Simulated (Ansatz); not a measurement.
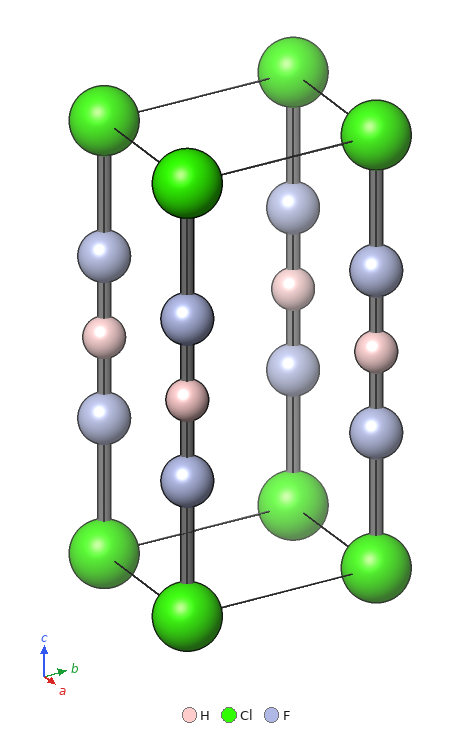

A ball-and-stick rendering, viewed slightly off an axis. The parallelepiped is the conventional unit cell. Cell: a = 3.79 Å, b = 3.79 Å, c = 6.05 Å, α = 90.00°, β = 90.00°, γ = 120.00°.

Starting structure: a random cell made by a generator, so it need not be a real form of the compound. Earlier steps of the study may have refined or changed the cell and positions. A calculation with Ansatz used it as input.

Q: What can be read from this drawing?

A: The stoichiometry is HClF2. It is primitive hexagonal, space group P6/mmm (No. 191). It has 4 atoms to the cell (1 H, 1 Cl, 2 F). Neighbours within bonding distance: H 2, Cl 2 and F 2.

Computational set-up: Ansatz, DFT PBE+D3(BJ), scalar-relativistic, plane waves, PAW, E_cut = 420 eV, k-mesh 12×12×6, Gaussian smearing of 0.02 eV, no spin polarisation.

Q: What is the electronic character?

A: A semiconductor at this level, with a gap of 1.19 eV, direct.

Q: State the Bader charges by element.

A: H +0.74 e; Cl +0.45 e; F -0.60 e.

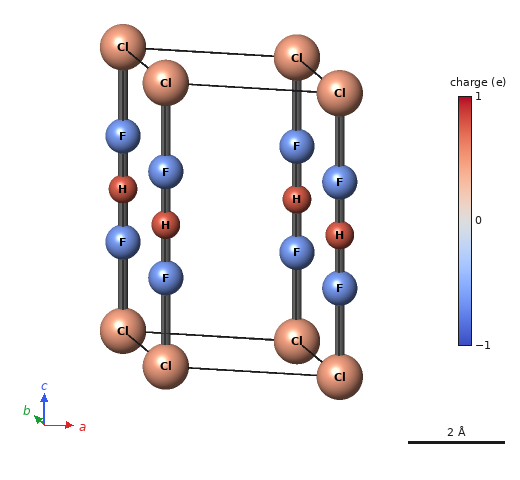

The atoms coloured by those charges. The run's cell of 4 atoms is drawn.

Q: Does this geometry sit at a stationary point of the energy?

A: Yes. All forces vanish to within 0.01 eV/Å. The pressure is 0.0 GPa, close to zero.
